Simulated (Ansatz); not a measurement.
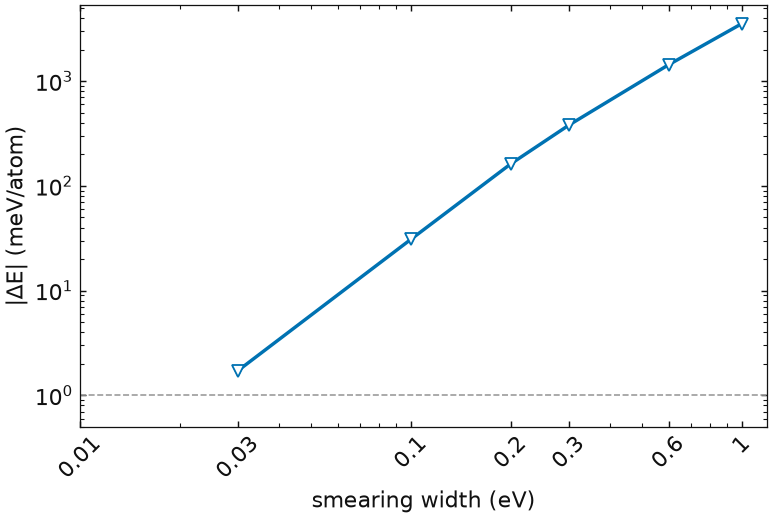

Scan of the smearing width.
Yb (Fm-3m, 1 atom in the cell); DFT, LDA (PW92), plane waves (420 eV) with PAW, scalar-relativistic in Ansatz; 11×11×11 k-mesh, Fermi–Dirac smearing.
ΔE is the free energy less its value at the smallest setting, 0.01 eV.
Dashed lines or grey bands mark the tolerance: 1 meV/atom.
On logarithmic panels, open markers lie below the reference value and filled ones above.

Q: From which setting is the free energy converged to 1 meV/atom?

A: The free energy at the last setting but one, 0.03 eV, is still more than 1 meV/atom from the smallest setting's value, so the scan doesn't show it converged. It is off by 3500 meV/atom at 1 eV, 160 meV/atom at 0.2 eV and 1.7 meV/atom at 0.03 eV (always below it). The free energy falls with the width because it holds the −TS term of the fractional occupations.
